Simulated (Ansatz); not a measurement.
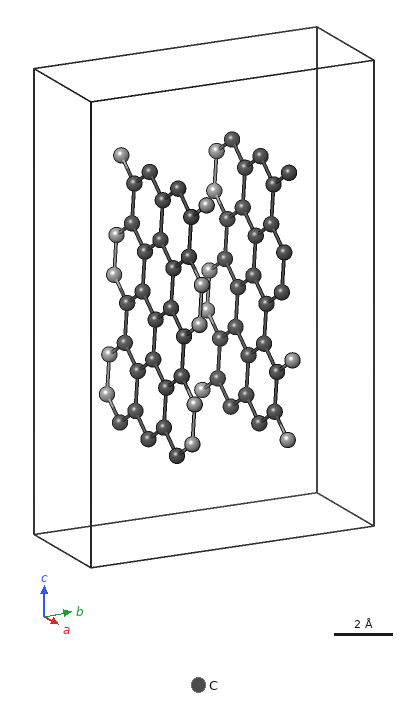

**Figure 1.** The structure as given in the input (ball-and-stick view of the 2 repeat of the cell, with the vacuum cut short, seen slightly off an axis; neighbours outside the cell are drawn fainter). An atom can appear more than once, as a periodic image.

C: single-point calculation (part 1 of 2)

System: C (slab, 20 atoms in the cell).
Method: DFT PBEsol, scalar-relativistic, plane waves, PAW, no spin polarisation (Ansatz 0.2.0).

The structure derives from an entry of the Crystallography Open Database. It belongs to a series of runs on one base structure; here: repeats removed: 1. Figures and captions count atoms from 1; the log counts them from 0 in places.

**Input**
```yaml
crystal:
  lattice:
    - [2.4589175859, 0.0, 0.0]
    - [-1.229458793, 11.1573273866, 0.0]
    - [0.0, 0.0, 24.6876434171]
  atoms:
    - { symbol: C, position: [0.9232686225, 0.8465372451, 0.3037957035] }
    - { symbol: C, position: [0.5868345339, 0.1736690678, 0.323181533] }
    - { symbol: C, position: [0.4253079518, 0.8506159036, 0.3324889335] }
    - { symbol: C, position: [0.0888738632, 0.1777477264, 0.351874763] }
    - { symbol: C, position: [0.4293398654, 0.8586797308, 0.3898780869] }
    - { symbol: C, position: [0.0929057768, 0.1858115535, 0.4092639164] }
    - { symbol: C, position: [0.9313791947, 0.8627583893, 0.4185713168] }
    - { symbol: C, position: [0.594945106, 0.1898902121, 0.4379571464] }
    - { symbol: C, position: [0.9354111083, 0.8708222165, 0.4759604703] }
    - { symbol: C, position: [0.5989770196, 0.1979540393, 0.4953462998] }
    - { symbol: C, position: [0.4374504375, 0.8749008751, 0.5046537002] }
    - { symbol: C, position: [0.1010163489, 0.2020326978, 0.5240395297] }
    - { symbol: C, position: [0.4414823511, 0.8829647022, 0.5620428536] }
    - { symbol: C, position: [0.1050482625, 0.210096525, 0.5814286832] }
    - { symbol: C, position: [0.9435216804, 0.8870433608, 0.5907360836] }
    - { symbol: C, position: [0.6070875918, 0.2141751835, 0.6101219131] }
    - { symbol: C, position: [0.947553594, 0.895107188, 0.648125237] }
    - { symbol: C, position: [0.6111195053, 0.2222390107, 0.6675110665] }
    - { symbol: C, position: [0.4495929232, 0.8991858465, 0.676818467] }
    - { symbol: C, position: [0.1131588346, 0.2263176692, 0.6962042965] }
basis:
  ecutwfc: 420
kpoints:
  mp_grid: { grid: [14, 3, 1] }
hamiltonian:
  xc: pbesol
scf:
  occupations: { method: gaussian, width: 0.1 }
output:
  forces: true
  stress: true
  eigenvalues: true
  write_density: true
  write_potential: true
  elf: true
  volumetric_format: npy
efield:
  axis: 3
  dipole_correction: true
  ramp_width: 0.04
```

Run as:
```bash
ansatz run input.yaml --threads 2 --pin off --max-ram 5120MiB --backend cpu --events-out ev --progress --plain --runs-dir out
```

**The program's output**
```
Warning: crystal.symmetry: narrowed to the stabiliser of the k-point mesh — unitary ops 2 → 1; excluded 1 operation that carries a point of the 14×3×1 mesh (shift [0, 0, 0]) off the mesh (the run samples exactly the mesh kpoints.mp_grid names, as under crystal.symmetry.detect: false, and its converged state has the mesh's symmetry, not the crystal's; ε∞, the Born charges and the force constants of a linear response (`dielectric:` by the response, `phonons.method: dfpt`) are averaged over those of the crystal's operations that the state keeps within a tolerance, where `mesh_tensors`, `unaveraged_element` or `gamma_mean_max_change_ev_ang2` stands beside them; a row that `dielectric.field_direction` solves alone is averaged likewise, with nothing beside; a Γ-centred mesh of equal divisions is mapped onto itself by every operation and keeps the whole group, as does a half-shifted one under kpoints.further_shifts: images)
Engine: ansatz 0.2.0, x86_64-unknown-linux-gnu
Pseudopotentials: kind: paw
Pseudopotential: C, paw, valence charge 4, recommended cutoff 420 eV (normal), C.paw.azcp
Functional definition: PBEsol
  exchange = pbesol_x
  correlation = pbesol_c
Crystal: 20 atoms, lattice volume = 677.304 Å³
Basis set: ecut = 420 eV, 13187 PW (Γ), exchange–correlation on 36×160×360 points (8 copies of the dense FFT grid, shifted against one another)
Bands: 60, of which v1, the nominal top of the filled ones, is band 40 counted from 1 (39 counted from 0)
Symmetry: 1 space group operations
k-points: 22 of 42 (time reversal used)
Non-local potential: C, projectors of the file, l = 0: 2, l = 1: 2, l = 2: 1
PAW form: soft (Blöchl's): semilocal exchange-correlation on the pseudo side does not see the compensation charge
PAW frozen core: C, regenerated for the run's functional, and the local potential with it (the file was generated under x = pbe(κ = 0.804, μ = 0.2195149727645171), c = pbe(β = 0.06672455060314922))
PAW one-centre angular grid: C, 110 points (default); XC on 64 Gauss nodes
Initial density: superposition of atomic densities (neutral atoms: chi_scale 0, normalization atom), corrected by the library's trained network
Initial wavefunctions: pseudopotential atomic-orbital guess
Functional: x = pbesol(κ = 0.804, μ = 0.12345679012345678), c = pbesol(β = 0.046)
SCF iter   1: F=—  HF=-4919.993412 eV  |F-HF|=—  |Δ(HF+E_count)|=         —  Δρ=1.41e-2  dr2=1.19e0  ethr=1.77e-3  p=0.000 e·Å  D=2.16e-12 V/Å  ΔV_dip=-0.00 eV  dr2_dipole=2.08e-8  V_vac-E_F(+/−)=7.04/7.04 eV  ⟨swp⟩=14.1  Hψ=9785  notcnv=0  defer=166
efield: sawtooth ramp at fractional position 0.9800 (placed from the atoms, in the widest stretch of the axis that holds none; the zero of the levels goes with the place), width 0.0400; the density the first Hamiltonian is built on has a dipole p = 0.000 e·Å; the dipole correction subtracts the counter field D = 2.16e-12 V/Å, which shifts the + side's vacuum level by -0.00 eV against the − side's; the planar-averaged density in the ramp window peaks in size at 9.1e-5 e/Å³
preconditioner: auto → LDOS  [metal: Δε(μ)=0.011 eV  Ē_g=13.577 eV  σ=0.100 eV  W_gap=0.06  n_scr=84 (ndim 8)  ℏωp=12.8 eV  f_vac=0.657  D(μ)=13.71/eV (n_scr^D=84)  β→1.0]
SCF iter   2: F=—  HF=-4919.859134 eV  |F-HF|=—  |Δ(HF+E_count)|=   1.34e-1  Δρ=8.27e-3  dr2=8.12e-1  ethr=1.48e-3  p=0.000 e·Å  D=8.87e-6 V/Å  ΔV_dip=-0.00 eV  dr2_dipole=2.47e-5  V_vac-E_F(+/−)=6.69/6.69 eV  ⟨swp⟩=3.5  Hψ=2515  notcnv=0  defer=292
SCF iter   3: F=—  HF=-4919.788813 eV  |F-HF|=—  |Δ(HF+E_count)|=   7.03e-2  Δρ=5.85e-3  dr2=4.47e-1  ethr=1.01e-3  p=0.000 e·Å  D=7.18e-6 V/Å  ΔV_dip=-0.00 eV  dr2_dipole=9.18e-7  V_vac-E_F(+/−)=6.55/6.55 eV  ⟨swp⟩=3.0  Hψ=1939  notcnv=0  defer=298
SCF iter   4: F=—  HF=-4919.770719 eV  |F-HF|=—  |Δ(HF+E_count)|=   1.81e-2  Δρ=3.36e-3  dr2=1.36e-1  ethr=5.59e-4  p=0.000 e·Å  D=3.12e-5 V/Å  ΔV_dip=-0.00 eV  dr2_dipole=2.72e-6  V_vac-E_F(+/−)=6.36/6.37 eV  ⟨swp⟩=2.0  Hψ=1274  notcnv=0  defer=298
SCF iter   5: F=—  HF=-4919.752292 eV  |F-HF|=—  |Δ(HF+E_count)|=   1.84e-2  Δρ=1.30e-3  dr2=2.39e-2  ethr=1.70e-4  p=0.000 e·Å  D=2.95e-5 V/Å  ΔV_dip=-0.00 eV  dr2_dipole=6.05e-7  V_vac-E_F(+/−)=6.24/6.25 eV  ⟨swp⟩=2.9  Hψ=2223  notcnv=0  defer=272
SCF iter   6: F=—  HF=-4919.749606 eV  |F-HF|=—  |Δ(HF+E_count)|=   2.69e-3  Δρ=5.87e-4  dr2=7.25e-3  ethr=2.99e-5  p=0.000 e·Å  D=2.87e-5 V/Å  ΔV_dip=-0.00 eV  dr2_dipole=6.05e-7  V_vac-E_F(+/−)=6.25/6.25 eV  ⟨swp⟩=2.8  Hψ=1808  notcnv=0  defer=272
SCF iter   7: F=—  HF=-4919.748760 eV  |F-HF|=—  |Δ(HF+E_count)|=   8.46e-4  Δρ=2.59e-4  dr2=1.36e-3  ethr=9.06e-6  p=0.000 e·Å  D=2.29e-5 V/Å  ΔV_dip=-0.00 eV  dr2_dipole=4.73e-8  V_vac-E_F(+/−)=6.31/6.31 eV  ⟨swp⟩=2.9  Hψ=1721  notcnv=0  defer=272
SCF iter   8: F=—  HF=-4919.748662 eV  |F-HF|=—  |Δ(HF+E_count)|=   9.79e-5  Δρ=1.33e-4  dr2=1.68e-4  ethr=1.70e-6  p=0.000 e·Å  D=1.85e-5 V/Å  ΔV_dip=-0.00 eV  dr2_dipole=1.47e-7  V_vac-E_F(+/−)=6.34/6.34 eV  ⟨swp⟩=2.9  Hψ=1933  notcnv=0  defer=272
SCF iter   9: F=—  HF=-4919.748667 eV  |F-HF|=—  |Δ(HF+E_count)|=   4.80e-6  Δρ=4.65e-5  dr2=1.67e-5  ethr=2.11e-7  p=0.000 e·Å  D=1.30e-5 V/Å  ΔV_dip=-0.00 eV  dr2_dipole=4.39e-10  V_vac-E_F(+/−)=6.36/6.36 eV  ⟨swp⟩=2.0  Hψ=1795  notcnv=0  defer=272
SCF iter  10: F=—  HF=-4919.748445 eV  |F-HF|=—  |Δ(HF+E_count)|=   2.22e-4  Δρ=1.31e-5  dr2=1.50e-6  ethr=2.08e-8  p=0.000 e·Å  D=9.47e-6 V/Å  ΔV_dip=-0.00 eV  dr2_dipole=5.88e-8  V_vac-E_F(+/−)=6.36/6.36 eV  ⟨swp⟩=2.2  Hψ=1856  notcnv=0  defer=272
SCF iter  11: F=—  HF=-4919.748446 eV  |F-HF|=—  |Δ(HF+E_count)|=   1.18e-6  Δρ=6.51e-6  dr2=3.86e-7  ethr=1.88e-9  p=0.000 e·Å  D=7.03e-6 V/Å  ΔV_dip=-0.00 eV  dr2_dipole=1.11e-8  V_vac-E_F(+/−)=6.36/6.36 eV  ⟨swp⟩=2.4  Hψ=1687  notcnv=0  defer=272
SCF iter  12: F=—  HF=-4919.748446 eV  |F-HF|=—  |Δ(HF+E_count)|=   2.98e-7  Δρ=4.14e-6  dr2=1.73e-7  ethr=1.25e-10  p=0.000 e·Å  D=4.92e-6 V/Å  ΔV_dip=-0.00 eV  dr2_dipole=7.83e-9  V_vac-E_F(+/−)=6.36/6.36 eV  ⟨swp⟩=31.8  Hψ=13651  notcnv=0
SCF iter  13: F=-4919.748447 eV  HF=-4919.748446 eV  |F-HF|=8.52e-8  |Δ(HF+E_count)|=   1.51e-7  Δρ=2.57e-6  dr2=8.91e-8  ethr=1.25e-10  p=0.000 e·Å  D=2.76e-6 V/Å  ΔV_dip=-0.00 eV  dr2_dipole=4.14e-9  V_vac-E_F(+/−)=6.36/6.36 eV  ⟨swp⟩=11.9  Hψ=8659  notcnv=0
SCF 1 converged in 13 iterations: F = -4919.748447 eV  dr2 = 8.91e-8
  greatest PAW one-centre occupation: 0.698 electrons in one spin orbital (limit 2), on the C atom at site 0 (counted from 0), in its partial waves of l = 0
```

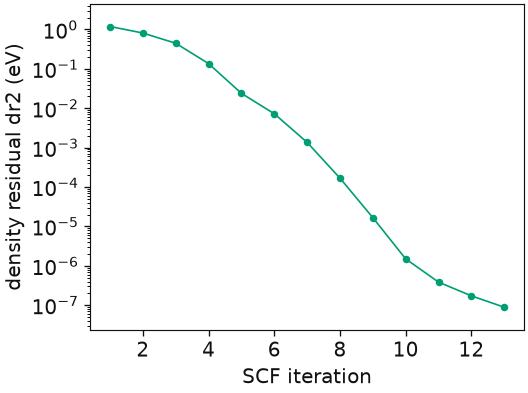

**Figure 2.** Convergence of the self-consistent field: density residual dr2 against the SCF iteration. The residual falls at every step.

```
WARN: The output density's exchange-correlation potential varies sharply where the density is thin. Do not read a vacuum level from v_tot or v_xc, or from such a field of the output density. On a cell that repeats whose density bears no net charge and no dipole along the vacuum's axis use v_es (v_loc + v_h of the components); under efield.dipole_correction with no amplitude use v_es + v_field, which holds any external_charges[].barrier, or the levels of the report's work_function block, which leave it out; under a non-zero efield.amplitude the vacuum is tilted and has no level; on a cell that repeats and bears such a dipole with no correction it is tilted too, and efield.dipole_correction with no amplitude gives each side of its ramp a level where efield: is served; in a cell that repeats whose density bears a net charge (total_charge, or a fill off its count) it is curved and has none; of a slab under crystal.periodic whose density bears no net charge use v_es, which has a level on each side, short of where the two are joined; of another it falls or rises all the way out and has none; of a slab beside external_charges read slab_vacuum_level instead, which it has where they leave it neutral. The grid or the basis barely resolves most such structure, and the values can differ between equally converged runs; as a rule a tighter scf.convergence.dr2_threshold does not remove it. Where the density itself ripples (under the LDA too) a higher basis.ecutwfc lessens it. The files hold the spikes' plane waves up to the density's cutoff. Files: v_tot_of_output_density and the like, and their columns of v_z.tsv (output.write_potential); v_xc_of_output_density and the like, and their columns of v_comp_z.tsv (output.write_potential_components). Measured: with its Gaussian average of σ = 0.25 Å subtracted twice, the exchange-correlation potential is over 0.1 eV at 7600 of the grid points where the equally averaged density (valence and model cores) is under 1e-3 e/Å³, and 1.17 eV at the most among them, at an averaged density of 3.5e-5 e/Å³. The input density's (outcome.potential() and, of a run that writes arrays, v_tot and v_xc) is over 0.1 eV, so measured, at 7688 points of its own thin density, 1.19 eV at the most. See output.write_potential in the manual, Limitations
SCF converged after 13 iterations
Free energy (F): -4919.748447 eV
Harris-Foulkes:  -4919.748446 eV  (|F-HF|=8.52e-8)
Internal energy: -4919.663096 eV  (E = F + TS)
E sigma→0 (E₀):  -4919.705771 eV
Entropy (-TS):   -0.085351 eV (-4.268 meV/atom)
Fermi energy:    -2.752696 eV
Dipole field:    D = -0.000044 V/Å  (p = -0.000166 e·Å, saw-weighted, corrected)
Work function:   Φ+ = 6.3627 eV   Φ− = 6.3616 eV
Levels:          The Fermi level and band energies are counted from a zero that moves with the ramp; work functions are not
```
